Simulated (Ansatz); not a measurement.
# Si5N: from a guess to a relaxed structure, part 1 of 2

The task: take a trial cell of Si5N to zero force and stress.

Method: DFT PBE, scalar-relativistic, plane waves, PAW, in Ansatz 0.2.0.

### Step 1. The starting structure

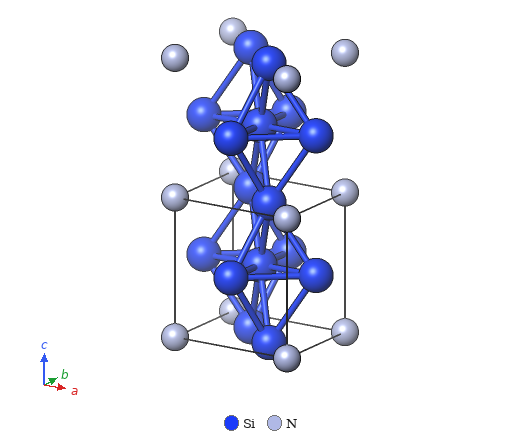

Start, viewed slightly off an axis; silicon blue, nitrogen light blue. 1×1×2 cells are drawn. Atoms on the faces are drawn again on the opposite ones.

As a file:

```
Si N
1.0
     4.97886    0.00000    0.00000
    -2.48943    4.31182    0.00000
     0.00000    0.00000    4.07560
Si N
5 1
Direct
  0.50000 0.00000 0.50000
  0.50000 0.50000 0.50000
  0.00000 0.50000 0.50000
  0.33333 0.66667 0.00000
  0.66667 0.33333 0.00000
  0.00000 0.00000 0.00000
```

The cell is invented: species swapped into a database cell of YCu5 (P6/mmm, No. 191), with N on the Y sites and Si on the Cu sites. Its size is a rough estimate.

### Step 2. A first look at the guess

input.yaml

```yaml
crystal:
  lattice:
    - [4.97885998, 0.0, 0.0]
    - [-2.48942999, 4.31181923, 0.0]
    - [0.0, 0.0, 4.07560241]
  atoms:
    - { symbol: Si, position: [0.5, 0.0, 0.5] }
    - { symbol: Si, position: [0.5, 0.5, 0.5] }
    - { symbol: Si, position: [0.0, 0.5, 0.5] }
    - { symbol: Si, position: [0.33333333, 0.66666667, 0.0] }
    - { symbol: Si, position: [0.66666667, 0.33333333, 0.0] }
    - { symbol: "N", position: [0.0, 0.0, 0.0] }
basis:
  ecutwfc: 420
kpoints:
  mp_grid: { grid: [6, 6, 4] }
hamiltonian:
  xc: pbe
scf:
  occupations: { method: gaussian, width: 0.1 }
  lower_state_search: "off"
output:
  forces: true
  stress: true
  eigenvalues: true
```

The run is started by

```sh
$ ansatz run input.yaml --threads 1 --pin off --max-ram 2560MiB --backend cpu --events-out ev --progress --plain --runs-dir out
```

Output, cut to the lines that bear on the results:

```text
Warning: RAYON_NUM_THREADS=1 ignored (pool sized by the plan → 1); use --threads N
[...]
Pseudopotentials: kind: paw
Pseudopotential: Si, paw, valence charge 4, recommended cutoff 420 eV (normal), Si.paw.azcp
Pseudopotential: N, paw, valence charge 5, recommended cutoff 420 eV (normal), N.paw.azcp
Functional definition: PBE
[...]
Crystal: 6 atoms, lattice volume = 87.495 Å³
Basis set: ecut = 420 eV, 1675 PW (Γ), exchange–correlation on 72×72×60 points (8 copies of the dense FFT grid, shifted against one another)
Bands: 19, of which v1, the nominal top of the filled ones, is band 13 counted from 1 (12 counted from 0)
Symmetry: 24 space group operations
Space group: P6/mmm (ITA 191), of the structure as read, at distance tolerance 4.4e-5 Å
[...]
--- Forces (eV/Å), atoms counted from 1 ---
  atom   1  Si    -0.00000000     0.00000000     0.00000000
  atom   2  Si     0.00000000    -0.00000000     0.00000000
  atom   3  Si     0.00000000     0.00000000     0.00000000
  atom   4  Si     0.00000000     0.00000000     0.00000000
  atom   5  Si     0.00000000    -0.00000000     0.00000000
  atom   6  N      0.00000000     0.00000000     0.00000000
[...]
--- Stress (GPa, compression-positive) ---
       -2.309985      -0.000000       0.000000
       -0.000000      -2.309985       0.000000
        0.000000       0.000000      11.332067
  P = ⅓ Tr σ = 2.2374 GPa (22.374 kbar)
--- Band table (eV; the first three rows and the last of 21) ---
  k-point 0: bands = ["-5.9009", "-2.7513", "-0.3087", "1.9002", "1.9002", "2.5105", "4.0730", "4.1916", "4.1916", "7.4030", "8.5288", "8.9935", "8.9935", "9.2171", "9.3841", "9.3841", "10.9068", "10.9068", "11.9338"]
[...]
```

It took 3.4 s on 1 thread of Intel Xeon at 2.70GHz, shared host; peak memory 0.36 GiB.

The probe gives pressure 2.2 GPa, largest force 0.00 eV/Å, gap on this mesh none (metal). A cheap, loose relaxation comes first.

### Step 3. Spin check on a coarse mesh

input.yaml: that of step 2 with these lines changed.

```diff
@@ -11,3 +11,3 @@
     - { symbol: Si, position: [0.66666667, 0.33333333, 0.0] }
-    - { symbol: "N", position: [0.0, 0.0, 0.0] }
+    - { symbol: "N", position: [0.0, 0.0, 0.0], spin: 1.0 }
 basis:
@@ -25 +25,4 @@
   eigenvalues: true
+  populations: true
+magnetization:
+  spin_polarized: true
```

The run is started by

```sh
$ ansatz run input.yaml --threads 1 --pin off --max-ram 2560MiB --backend cpu --events-out ev --progress --plain --runs-dir out
```

Output, cut to the lines that bear on the results:

```text
[...]
SCF converged after 14 iterations
Magnetization: 1.5363 μB (13.2682 up, 11.7318 down)
Absolute magnetization: 1.7723 μB (∫|ρ↑−ρ↓|, with the PAW one-centre terms)
Spin contamination: 0.2071 ħ² per cell (⟨S²⟩ above its minimum at these occupations)
[...]
--- Löwdin populations: 6 sites ---
  site symbol       q [e]    m [muB]
     0     Si      3.8165     0.0275
     1     Si      3.8165     0.0275
     2     Si      3.8165     0.0275
     3     Si      3.7265    -0.0708
     4     Si      3.7265    -0.0708
     5      N      5.5197     1.6208
  spilling = 0.023120 (of n_electrons = 25.000000)
```

Wall time 11 s (1 thread of Intel Xeon at 2.70GHz, shared host); peak memory 0.39 GiB.

Site by site:

| atom | moment in the atom's sphere (μB) | Löwdin electrons |
| --- | --- | --- |
| Si1 | 0.03 | 3.82 |
| Si2 | 0.03 | 3.82 |
| Si3 | 0.03 | 3.82 |
| Si4 | -0.02 | 3.73 |
| Si5 | -0.02 | 3.73 |
| N6 | 1.48 | 5.52 |

The Löwdin counts miss 0.58 of the 25 electrons, which the atomic orbitals do not span, so they are no charges.

The same cell is solved with trial moments on N. The largest site moment that stays is 1.48 μB and the cell's total 1.54 μB. The workflow keeps spin only above 0.25 μB on a site, so spin is kept from here on.

### Step 4. A loose first relaxation

input.yaml: that of step 3 with these lines changed.

```diff
@@ -28 +28,6 @@
   spin_polarized: true
+relax:
+  adjacent_minimum: "off"
+  f_tol: 0.04
+  max_steps: 70
+  cell: { stress_tol: 0.4 }
```

The run is started by

```sh
$ ansatz run input.yaml --threads 1 --pin off --max-ram 2560MiB --backend cpu --events-out ev --progress --plain --runs-dir out
```

Output:

```text
Warning: RAYON_NUM_THREADS=1 ignored (pool sized by the plan → 1); use --threads N
Engine: ansatz 0.2.0, x86_64-unknown-linux-gnu
[... 4 set-up lines as earlier in the session ...]
  parameter kappa = 0.804
  parameter beta = 0.06672455060314922
  exchange = pbe_x(kappa = kappa, mu = beta*pi^2/3)
  correlation = pbe_c(beta = beta)
Crystal: 6 atoms, lattice volume = 87.495 Å³
Basis set: ecut = 420 eV, 1675 PW (Γ), exchange–correlation on 72×72×60 points (8 copies of the dense FFT grid, shifted against one another)
Bands: 19, of which v1, the nominal top of the filled ones, is band 13 counted from 1 (12 counted from 0)
[... 2 set-up lines as earlier in the session ...]
Magnetic group: BNS 191.233 (UNI 1463), of the structure as read, at distance tolerance 4.4e-5 Å
k-points: 21 of 144
Non-local potential: Si, projectors of the file, l = 0: 2, l = 1: 2, l = 2: 2
Non-local potential: N, projectors of the file, l = 0: 2, l = 1: 2, l = 2: 1
PAW form: soft (Blöchl's): semilocal exchange-correlation on the pseudo side does not see the compensation charge
PAW one-centre angular grid: Si, 110 points (default); XC on 64 Gauss nodes
PAW one-centre angular grid: N, 110 points (default); XC on 64 Gauss nodes
Starting moments: Σ|m| = 1 μB on 1 of 6 sites
Initial wavefunctions: pseudopotential atomic-orbital guess
Functional: x = pbe(κ = 0.804, μ = 0.2195149727645171), c = pbe(β = 0.06672455060314922)
SCF iter   1: F=—  HF=-3556.955025 eV  |F-HF|=—  |Δ(HF+E_count)|=         —  Δρ=4.96e-2 (↑4.96e-2 ↓4.44e-2)  dr2=1.66e1  dr2_m=9.42e-3  M=0.899 μB ∫|m|=1.005 μB  β_m=0.30  ethr=3.10e-3  ⟨swp⟩=6.6  Hψ=5010  notcnv=0  defer=2
preconditioner: auto → Kerker (q_TF=auto, 2.214 Å⁻¹)  [metal: Δε(μ)=0.018 eV  Ē_g=8.203 eV  σ=0.100 eV  W_gap=0.10  n_scr=20 (ndim 8)  ℏωp=19.8 eV  f_vac=0.000  D(μ)=4.03/eV (n_scr^D=26)]
spin=Collinear: Kerker preconditioning applied to the charge; magnetization (m = ρ↑ − ρ↓) channel mixes plain (no charge-response kernel on spin).
SCF iter   2: F=—  HF=-3555.805763 eV  |F-HF|=—  |Δ(HF+E_count)|=    1.15e0  Δρ=2.90e-2 (↑2.90e-2 ↓2.05e-2)  dr2=2.58e0  dr2_m=2.96e-2  M=1.017 μB ∫|m|=1.134 μB  β_m=1.00  ethr=3.10e-3  ⟨swp⟩=2.9  Hψ=1965  notcnv=0  defer=34
SCF iter   3: F=—  HF=-3555.532406 eV  |F-HF|=—  |Δ(HF+E_count)|=   2.73e-1  Δρ=1.38e-2 (↑1.38e-2 ↓1.30e-2)  dr2=5.80e-1  dr2_m=5.99e-2  M=1.266 μB ∫|m|=1.371 μB  β_m=1.00  ethr=3.10e-3  ⟨swp⟩=2.1  Hψ=1457  notcnv=0  defer=40
SCF iter   4: F=—  HF=-3555.396041 eV  |F-HF|=—  |Δ(HF+E_count)|=   1.36e-1  Δρ=9.15e-3 (↑2.22e-3 ↓9.15e-3)  dr2=1.90e-1  dr2_m=1.48e-2  M=1.385 μB ∫|m|=1.539 μB  β_m=1.00  ethr=2.32e-3  ⟨swp⟩=2.3  Hψ=1533  notcnv=0  defer=50
SCF iter   5: F=—  HF=-3555.393217 eV  |F-HF|=—  |Δ(HF+E_count)|=   2.82e-3  Δρ=3.53e-3 (↑2.06e-3 ↓3.53e-3)  dr2=2.75e-2  dr2_m=4.22e-3  M=1.417 μB ∫|m|=1.614 μB  β_m=1.00  ethr=7.61e-4  ⟨swp⟩=1.5  Hψ=951  notcnv=0  defer=50
SCF iter   6: F=—  HF=-3555.406029 eV  |F-HF|=—  |Δ(HF+E_count)|=   1.28e-2  Δρ=3.40e-3 (↑3.40e-3 ↓3.15e-3)  dr2=6.57e-2  dr2_m=2.21e-4  M=1.387 μB ∫|m|=1.611 μB  β_m=0.30  ethr=1.10e-4  ⟨swp⟩=2.5  Hψ=1316  notcnv=0  defer=49
Mixer restart at iter 6: flushing history
spin-set hold released at iteration 6 (site moments contracting): the magnetisation degrees of freedom join the quasi-Newton model from the next iteration; the mixer history was flushed
SCF iter   7: F=—  HF=-3555.406440 eV  |F-HF|=—  |Δ(HF+E_count)|=   4.11e-4  Δρ=1.90e-3 (↑8.84e-4 ↓1.90e-3)  dr2=3.80e-3  dr2_m=9.14e-4  M=1.441 μB ∫|m|=1.657 μB  β_m=0.31  ethr=1.10e-4  ⟨swp⟩=2.0  Hψ=1178  notcnv=0  defer=49
SCF iter   8: F=—  HF=-3555.409926 eV  |F-HF|=—  |Δ(HF+E_count)|=   3.49e-3  Δρ=1.16e-3 (↑1.16e-3 ↓1.11e-3)  dr2=1.11e-3  dr2_m=7.75e-4  M=1.445 μB ∫|m|=1.665 μB  β_m=0.40  ethr=1.52e-5  ⟨swp⟩=1.9  Hψ=902  notcnv=0  defer=48
SCF iter   9: F=—  HF=-3555.413029 eV  |F-HF|=—  |Δ(HF+E_count)|=   3.10e-3  Δρ=1.12e-3 (↑7.37e-4 ↓1.12e-3)  dr2=6.29e-4  dr2_m=5.95e-4  M=1.469 μB ∫|m|=1.694 μB  β_m=0.73  ethr=4.43e-6  ⟨swp⟩=2.5  Hψ=1209  notcnv=0  defer=48
SCF iter  10: F=—  HF=-3555.415315 eV  |F-HF|=—  |Δ(HF+E_count)|=   2.29e-3  Δρ=4.15e-4 (↑2.51e-4 ↓4.15e-4)  dr2=9.68e-5  dr2_m=8.22e-5  M=1.511 μB ∫|m|=1.746 μB  β_m=0.90  ethr=2.51e-6  ⟨swp⟩=2.0  Hψ=1277  notcnv=0  defer=48
SCF iter  11: F=—  HF=-3555.415497 eV  |F-HF|=—  |Δ(HF+E_count)|=   1.82e-4  Δρ=8.19e-5 (↑5.12e-5 ↓8.19e-5)  dr2=2.85e-6  dr2_m=3.15e-6  M=1.531 μB ∫|m|=1.768 μB  β_m=0.95  ethr=3.87e-7  ⟨swp⟩=2.0  Hψ=1308  notcnv=0  defer=48
SCF iter  12: F=—  HF=-3555.415505 eV  |F-HF|=—  |Δ(HF+E_count)|=   7.88e-6  Δρ=1.80e-5 (↑8.47e-6 ↓1.80e-5)  dr2=2.86e-7  dr2_m=1.05e-7  M=1.535 μB ∫|m|=1.771 μB  β_m=0.97  ethr=1.14e-8  ⟨swp⟩=2.3  Hψ=1342  notcnv=0  defer=48
iter 13 did not close the SCF: its close was put off for a magnetic moment that had not settled (scf_convergence_deferred on its scf_iter line)
SCF iter  13: F=-3555.415505 eV  HF=-3555.415505 eV  |F-HF|=2.02e-8  |Δ(HF+E_count)|=   2.21e-7  Δρ=5.59e-6 (↑5.59e-6 ↓3.48e-6)  dr2=6.36e-8  dr2_m=1.10e-8  M=1.536 μB ∫|m|=1.771 μB  β_m=0.99  ethr=4.00e-10  ⟨swp⟩=9.8  Hψ=4098  notcnv=0
SCF iter  14: F=-3555.415505 eV  HF=-3555.415505 eV  |F-HF|=3.53e-9  |Δ(HF+E_count)|=   2.62e-8  Δρ=1.50e-6 (↑8.79e-7 ↓1.50e-6)  dr2=9.27e-9  dr2_m=1.94e-10  M=1.536 μB ∫|m|=1.772 μB  ethr=2.54e-10  ⟨swp⟩=2.0  Hψ=2765  notcnv=0
SCF 1 converged in 14 iterations: F = -3555.415505 eV  dr2 = 9.27e-9
relax step   1: F+E_penalty+E_count = -3555.41550544 eV  Δ(F+E_penalty+E_count) = +0.000e0 eV  max|allowed force component| = 5.551e-17 eV/Å  Δτ_max = 0.0000 Å  P = +4.714 GPa  Ω = 87.495 Å³  (14 SCF iters, dr2 threshold 1.00e-7 eV, accepted)
[... from here on, the SCF cycles and remarks between the steps are left out ...]
relax step   2: F+E_penalty+E_count = -3555.66239525 eV  Δ(F+E_penalty+E_count) = -2.469e-1 eV  max|allowed force component| = 7.401e-17 eV/Å  Δτ_max = 0.0000 Å  P = +2.522 GPa  Ω = 89.065 Å³  energy of the carried Pulay correction = -1.196e-3 eV  (7 SCF iters, dr2 threshold 6.00e-7 eV, accepted)
relax step   3: F+E_penalty+E_count = -3555.89144384 eV  Δ(F+E_penalty+E_count) = -2.290e-1 eV  max|allowed force component| = 6.553e-17 eV/Å  Δτ_max = 0.0000 Å  P = +1.460 GPa  Ω = 89.692 Å³  energy of the carried Pulay correction = -1.615e-3 eV  (8 SCF iters, dr2 threshold 6.00e-7 eV, accepted)
relax step   4: F+E_penalty+E_count = -3555.97712875 eV  Δ(F+E_penalty+E_count) = -8.568e-2 eV  max|allowed force component| = 7.401e-17 eV/Å  Δτ_max = 0.0000 Å  P = +0.627 GPa  Ω = 90.476 Å³  energy of the carried Pulay correction = -2.169e-3 eV  (9 SCF iters, dr2 threshold 6.00e-7 eV, accepted)
relax step   5: F+E_penalty+E_count = -3555.96343602 eV  Δ(F+E_penalty+E_count) = +1.369e-2 eV  max|allowed force component| = 1.172e-16 eV/Å  Δτ_max = 0.0000 Å  P = +0.257 GPa  Ω = 90.881 Å³  energy of the carried Pulay correction = -2.427e-3 eV  (9 SCF iters, dr2 threshold 6.00e-7 eV, rejected (line search))
relax step   6: F+E_penalty+E_count = -3555.98701732 eV  Δ(F+E_penalty+E_count) = -9.889e-3 eV  max|allowed force component| = 7.401e-17 eV/Å  Δτ_max = 0.0000 Å  P = +0.012 GPa  Ω = 91.127 Å³  energy of the carried Pulay correction = -2.648e-3 eV  (8 SCF iters, accepted)
relax step   7: F+E_penalty+E_count = -3556.00824823 eV  Δ(F+E_penalty+E_count) = -2.123e-2 eV  max|allowed force component| = 6.862e-17 eV/Å  Δτ_max = 0.0000 Å  P = +0.247 GPa  Ω = 91.127 Å³  stress off target by 6.37e-1 GPa  SCF on the basis re-selected at this cell (its energy is not comparable with the rows above)  (6 SCF iters)
relax step   8: F+E_penalty+E_count = -3556.00870877 eV  Δ(F+E_penalty+E_count) = -4.605e-4 eV  max|allowed force component| = 8.250e-17 eV/Å  Δτ_max = 0.0000 Å  P = +0.043 GPa  Ω = 91.363 Å³  energy of the carried Pulay correction = -1.852e-4 eV  (5 SCF iters, dr2 threshold 6.00e-7 eV, accepted)
relax step   9: F+E_penalty+E_count = -3556.00890689 eV  Δ(F+E_penalty+E_count) = -1.981e-4 eV  max|allowed force component| = 6.630e-17 eV/Å  Δτ_max = 0.0000 Å  P = +0.043 GPa  Ω = 91.363 Å³  stress off target by 8.70e-2 GPa  SCF on the basis re-selected at this cell (its energy is not comparable with the rows above)  (4 SCF iters)
basis re-selected at this cell: Δ(F+E_penalty+E_count) = -1.981e-4 eV, ΔP = +0.001 GPa vs the last step (what re-selecting the basis moved, of the pressure what is left beyond the Pulay correction that the steps carried, after the strain that the cell walked since its last selection, with what the two solves' SCF thresholds leave and, on support functions, any second-order correction that the steps lacked; it is no measure of the basis error at this ecutwfc). This SCF's stress stands 8.70e-2 GPa from its target on what of the cell is left free (relax.cell.stress_tol is 4.00e-1 GPa) and its largest allowed force component is 6.63e-17 eV/Å (relax.f_tol is 4.00e-2 eV/Å): within both
SCF converged after 4 iterations
Magnetization: 1.7226 μB (13.3613 up, 11.6387 down)
Absolute magnetization: 1.8060 μB (∫|ρ↑−ρ↓|, with the PAW one-centre terms)
Spin contamination: 0.1321 ħ² per cell (⟨S²⟩ above its minimum at these occupations)
Per-site moments (μB) at R_I (Å): [(0.026332744415345437, 0.9815877473727913), (0.026332744415345544, 0.9815877473727913), (0.026332744415345406, 0.9815877473727913), (0.020725355324085825, 1.1153505018774101), (0.020725355324085804, 1.11535050187741), (1.4507350835979878, 1.1334399003578386)]
Free energy (F): -3556.008907 eV
Harris-Foulkes:  -3556.008907 eV  (|F-HF|=7.26e-9)
Internal energy: -3555.995438 eV  (E = F + TS)
E sigma→0 (E₀):  -3556.002172 eV
Entropy (-TS):   -0.013469 eV (-2.245 meV/atom)
Fermi energy:    8.140873 eV
--- Per-component energies (eV) ---
  E_band       = 65.349582
  E_kinetic    = 324.223946
  E_local      = -249.100886  (includes V_loc(G=0)·N_el)
  E_nonlocal   = 175.459056
  E_hartree    = 75.970912
  E_xc         = -335.774720
  E_vxc        = -309.522260  (∫ρ·V_xc dr)
  E_paw        = -2687.206791  (= ΣΔE_a)
  E_vpaw       = -27.652320  (= ΣTr[D̂ρ^β])
  E_aug_tail   = 0.000116  (compensation charges beyond the density's cutoff)
  E_ewald      = -859.567071
  E_smearing   = -0.013469  (= −TS)
  E_closure    = 0.000000  (closes the sum)
  Σ components = -3556.008907   (vs F -3556.008907, Δ=0.00e0)
--- Forces (eV/Å), atoms counted from 1 ---
  atom   1  Si    -0.00000000    -0.00000000     0.00000000
  atom   2  Si    -0.00000000     0.00000000     0.00000000
  atom   3  Si     0.00000000    -0.00000000     0.00000000
  atom   4  Si     0.00000000    -0.00000000     0.00000000
  atom   5  Si     0.00000000     0.00000000     0.00000000
  atom   6  N      0.00000000     0.00000000     0.00000000
  max |Σ_I F_I| component: 2.78e-17 eV/Å
--- Stress (GPa, compression-positive) ---
        0.021414       0.000000       0.000000
        0.000000       0.021414      -0.000000
        0.000000      -0.000000       0.087031
  P = ⅓ Tr σ = 0.0433 GPa (0.433 kbar)
--- Band table (eV; the first three rows and the last of 42) ---
  k-point 0 ↑: bands = ["-6.4606", "-4.0244", "0.4853", "1.6247", "1.7441", "2.7754", "2.7754", "3.9545", "3.9545", "6.6401", "7.1298", "7.1298", "7.2713", "7.5226", "8.9043", "8.9043", "9.3122", "9.3122", "11.2515"]
  k-point 1 ↑: bands = ["-6.2280", "-4.1541", "-0.5907", "0.7756", "3.1636", "3.1636", "4.2450", "4.2450", "4.8280", "4.8455", "6.4138", "6.4138", "6.5198", "6.5198", "6.5435", "10.7401", "11.7223", "12.4529", "12.4529"]
  k-point 2 ↑: bands = ["-5.9096", "-4.3871", "-1.4114", "1.2061", "3.6299", "4.0462", "4.0462", "4.7598", "4.7598", "4.7757", "4.7757", "5.7059", "5.7059", "5.8832", "9.1913", "9.4498", "12.5407", "12.5407", "12.6428"]
  k-point 20 ↓: bands = ["-3.3593", "-2.4041", "-2.4041", "-0.8897", "-0.8897", "1.5093", "4.8115", "6.7951", "6.7951", "7.3567", "7.3567", "8.6090", "10.7823", "10.8580", "10.8580", "10.9418", "10.9418", "11.8562", "11.8562"]
--- Relaxed structure (7 steps of the walk, 6 accepted, 2 SCFs on fresh bases) ---
  F+E_penalty+E_count = -3556.00890689 eV   max|allowed force component| = 6.630e-17 eV/Å   (the final SCF, on the basis selected at the relaxed cell)
  cell:  # Å, volume = 91.3627 Å³
    - [4.759213320595352, 0.0, 0.0]
    - [-2.379606660297676, 4.121599637664869, 0.0]
    - [0.0, 0.0, 4.657663703232043]
  atoms:
    - { symbol: Si, position: [0.49999999999999994, 3.303444817499902e-35, 0.49999999999999994] }
    - { symbol: Si, position: [0.5, 0.5, 0.49999999999999994] }
    - { symbol: Si, position: [2.7755575615628914e-17, 0.5, 0.49999999999999994] }
    - { symbol: Si, position: [0.3333333333333333, 0.6666666666666666, 0.0] }
    - { symbol: Si, position: [0.6666666666666665, 0.3333333333333333, 0.0] }
    - { symbol: N, position: [-1.1871906492652607e-34, -2.424077112559786e-34, 0.0] }
--- Löwdin populations: 6 sites ---
  site symbol       q [e]    m [muB]
     0     Si      3.8378     0.0325
     1     Si      3.8378     0.0325
     2     Si      3.8378     0.0325
     3     Si      3.7515     0.0001
     4     Si      3.7515     0.0001
     5      N      5.4924     1.6176
  spilling = 0.019644 (of n_electrons = 25.000000)
```

It took 67 s on 1 thread of Intel Xeon at 2.70GHz, shared host; peak memory 0.41 GiB.

The steps of the relaxation:

```csv
step,energy from step 1 (eV/cell),largest force component (eV/Å),pressure (GPa),volume (Å³)
1,0.0000,0.0000,4.71,87.49
2,-0.2469,0.0000,2.52,89.06
3,-0.4759,0.0000,1.46,89.69
4,-0.5616,0.0000,0.63,90.48
5,-0.5479,0.0000,0.26,90.88
6,-0.5715,0.0000,0.01,91.13
7,-0.5927,0.0000,0.25,91.13
8,-0.5932,0.0000,0.04,91.36
9,-0.5934,0.0000,0.04,91.36
```

Step 1 is the start. Steps 7, 9 each repeat the geometry before them on a plane-wave basis chosen anew, so the energy can jump there without any move. Step 5 was tried and not accepted.

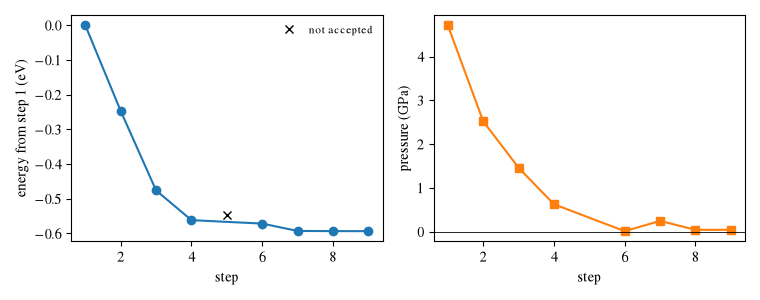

Energy and pressure along the relaxation.

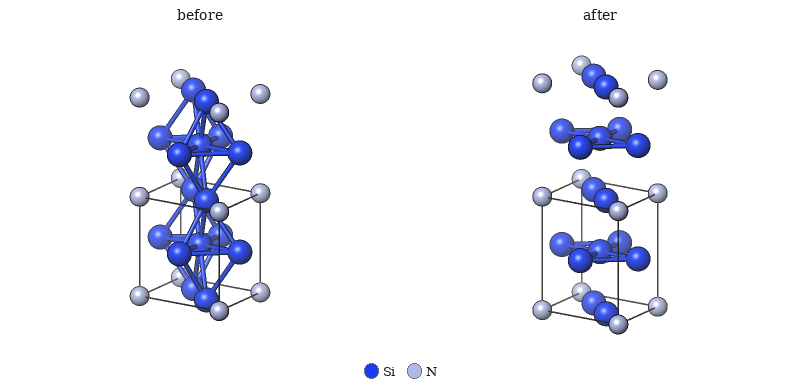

Before and after, at one scale.

|  | before | after | change |
| --- | --- | --- | --- |
| a (Å) | 4.979 | 4.759 | -4.4 % |
| b (Å) | 4.979 | 4.759 | -4.4 % |
| c (Å) | 4.076 | 4.658 | +14.3 % |
| volume (Å³/atom) | 14.58 | 15.23 | +4.4 % |
| shortest distance (Å) | 2.489 | 2.380 | -4.4 % |
| space group (0.01 Å) | P6/mmm | P6/mmm | same |

The run keeps the 24 symmetry operations of the start, so it could not have lowered the symmetry.

By site:

| atom | moment in the atom's sphere (μB) | Löwdin electrons |
| --- | --- | --- |
| Si1 | 0.03 | 3.84 |
| Si2 | 0.03 | 3.84 |
| Si3 | 0.03 | 3.84 |
| Si4 | 0.02 | 3.75 |
| Si5 | 0.02 | 3.75 |
| N6 | 1.45 | 5.49 |

The Löwdin counts miss 0.49 of the 25 electrons, which the atomic orbitals do not span, so they are no charges.

(Continued in part 2 of 2.)
